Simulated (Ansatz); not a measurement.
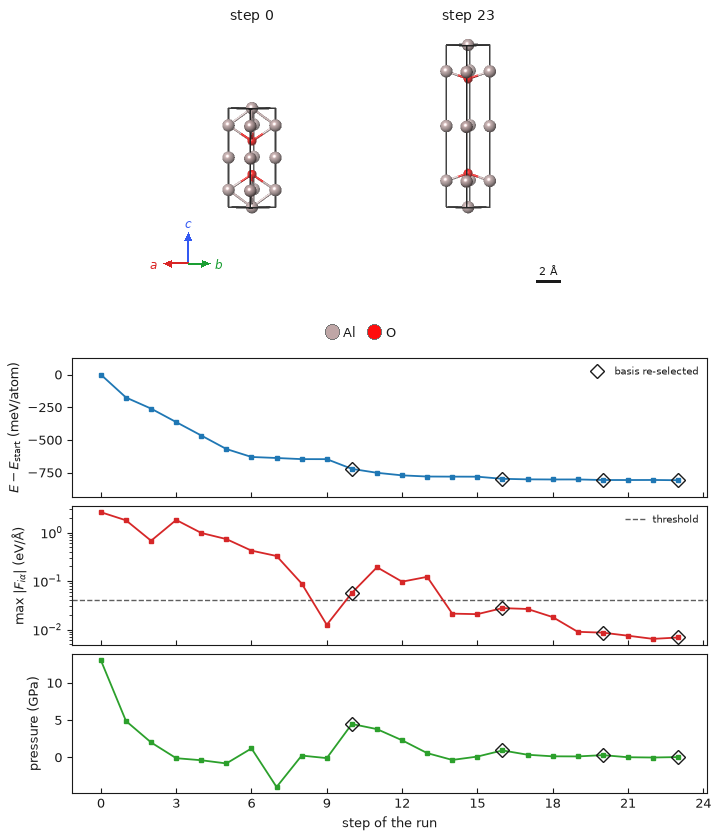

First and last geometry of a relaxation of a crystal of Al₂O (a generated structure, set up in P4/mmm) (coarse preliminary run), with the history of the run. A ball-and-stick model of the cell of the calculation, seen from a free direction.

These are results of Ansatz, DFT PBE, scalar-relativistic, plane waves, PAW, not measurements. (plane-wave cutoff 420 eV; k-point mesh 6 × 6 × 2; occupations gaussian; smearing width 0.1 eV; no spin polarisation; cell and atoms relaxed; force threshold 0.04 eV/Å; at most 70 steps)

What do the curves and the structures tell?

Answer. It converged. The largest moves relative to the cell, 1.72 Å, are those of O atoms. By element the largest moves are O 1.72 Å, Al 0.16 Å. The drawn cell changes as follows: a = b 2.856 → 2.644 Å (−7.4 %), c 8.507 → 13.932 Å (+63.8 %); the volume changes by +40.3 %. Among the contacts that change: Al–O 2.427 → 1.978 Å, Al–Al 2.503 → 2.935 Å. The space group stays P4/mmm (No. 123). Over 19 accepted moves (23 points after the start) the energy falls by 808 meV per atom. The largest force component goes from 2.6 to 0.0069 eV/Å. The pressure goes from 13.04 to 0.04 GPa. At 4 points the geometry stayed and the basis and grid were re-selected for the new cell (energy shift of 74.3 meV per atom at most each time).

```tsv
step	E − E(0), meV/atom	largest force component, eV/Å	pressure, GPa	volume, Å³/atom	note
0	0.00	2.6272	13.04	11.567	
1	-175.00	1.7877	4.88	12.016	
2	-260.05	0.6782	2.00	12.175	
3	-363.21	1.8181	-0.11	12.515	
4	-465.92	0.9812	-0.39	12.687	
5	-569.28	0.7337	-0.82	12.766	
6	-630.14	0.4243	1.20	12.762	
7	-637.98	0.3291	-3.98	13.227	
8	-646.69	0.0891	0.24	12.940	
9	-646.89	0.0126	-0.10	12.945	
10	-721.23	0.0572	4.48	12.945	same geometry, new basis
11	-751.32	0.1930	3.79	13.291	
12	-770.89	0.0973	2.29	13.794	
13	-779.83	0.1224	0.57	14.276	
14	-780.66	0.0214	-0.35	14.693	
15	-781.10	0.0209	0.10	14.618	
16	-797.36	0.0278	0.93	14.618	same geometry, new basis
17	-801.43	0.0266	0.35	15.065	
18	-802.43	0.0182	0.14	15.513	
19	-802.17	0.0090	0.13	15.630	
20	-806.52	0.0087	0.30	15.630	same geometry, new basis
21	-806.63	0.0075	0.02	16.056	
22	-806.30	0.0065	-0.02	16.230	
23	-808.11	0.0069	0.04	16.230	same geometry, new basis
```
